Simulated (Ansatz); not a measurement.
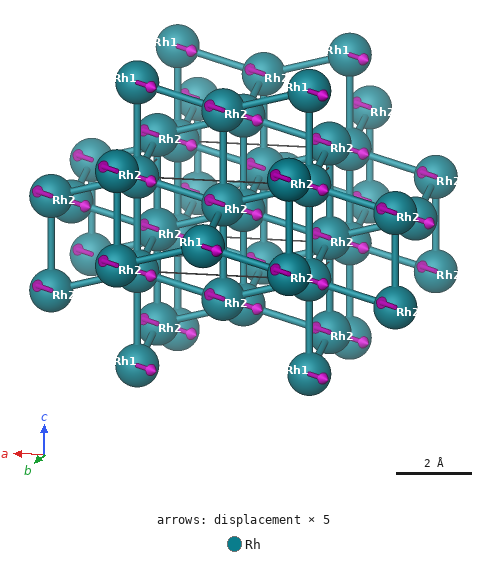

A relaxation of solid Rh (a generated structure, set up in I4_1/amd). The starting structure is drawn; purple arrows show the displacements (the part carried along by the change of the cell is left out), magnified 5 times.

Style: ball-and-stick. Shown: the conventional cell (2 times the calculation's cell), from a free direction. Lengths and directions refer to the drawn axes.

Phase: beta-Sn type.

Theory: DFT, PBE, plane waves (420 eV) with PAW, scalar-relativistic in Ansatz. Settings: plane-wave cutoff 420 eV; k-point mesh 14 × 14 × 9; occupations fermi dirac; smearing width 0.05 eV; collinear spin; cell and atoms relaxed; force threshold 0.01 eV/Å; at most 60 steps.

**Describe the change and its energy.**

The largest moves relative to the cell, 0.20 Å, are those of Rh1 and Rh2. Rh1 goes along [−1 1 0]. The volume changes by −2.3 %, with a = b 4.729 → 5.166 Å (+9.2 %), c 2.582 → 2.724 Å (+5.5 %), α 90.0° → 74.7°, β 90.0° → 74.7°, γ 90.0° → 54.3°. Among the contacts that change: Rh1–Rh1 3.585 → 2.724 Å, Rh1–Rh2 3.057 → 2.700 Å, Rh1–Rh2 (another image) 2.451 → 2.700 Å, Rh1–Rh1 (another image) 2.582 → 2.724 Å. New bonds form: Rh1–Rh1 (3.58 → 2.72 Å), Rh2–Rh2 (3.58 → 2.72 Å). Bond angles that change, for instance: Rh2–Rh1–Rh2 94.0° → 146.1°, Rh2–Rh1–Rh2 94.0° → 60.6°, Rh1–Rh1–Rh2 105.3° → 90.0°. The space group (tolerance 0.01 Å) goes from I4_1/amd (No. 141) to P6_3/mmc (No. 194). Over 33 accepted moves (39 points after the start) the energy falls by 587 meV per atom. Largest force component: 0.00048 eV/Å at the start, 0.00015 eV/Å at the end. Pressure: 18.90 GPa at the start and 0.02 GPa at the end. The line search rejected the trial steps at points 20, 30 of the run. At 4 points the geometry stayed and the basis and grid were re-selected for the new cell (energy shift of 45.0 meV per atom at most each time). The program noted that the starting moments weren't kept.
